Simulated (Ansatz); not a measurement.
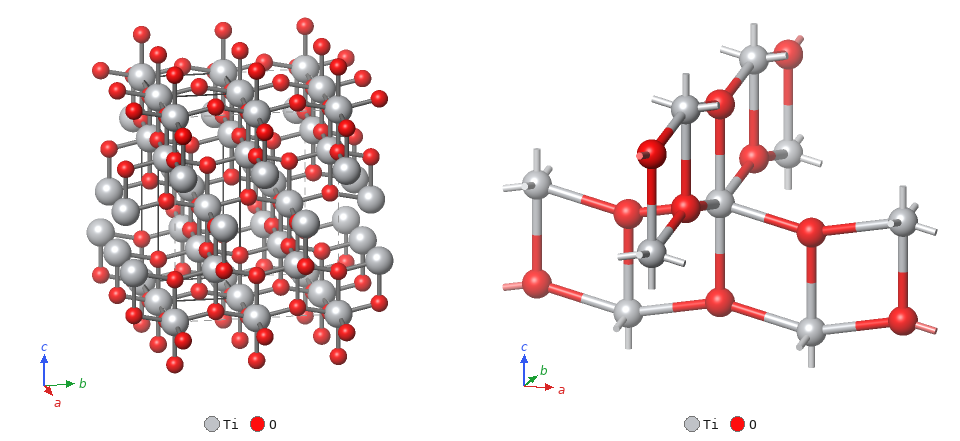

Left: the structure. Right: its underlying net. Nodes are coloured by element. Short stubs are edges that leave the cut-out.

The compound is TiO2 (space group I4_1/amd, No. 141), taken as the end point of a relaxation with DFT, LDA, plane waves, PAW in Ansatz.

Bonds are taken as O–Ti below 2.2 Å; no other contact counts. Simplification: prune 0- and 1-connected atoms, fold 2-connected ones into links.

The result is a binodal (3,6)-connected, three-periodic net: O is a 3-connected node; Ti is a 6-connected node, in the ratio 2:1. It is the ant net, known from anatase. It is a single net, without interpenetration.

```csv
node,links,point symbol,coordination sequence
O,3,4²·6,3 13 16 54
Ti,6,4⁴·6²·8⁸·10,6 8 32 28
```
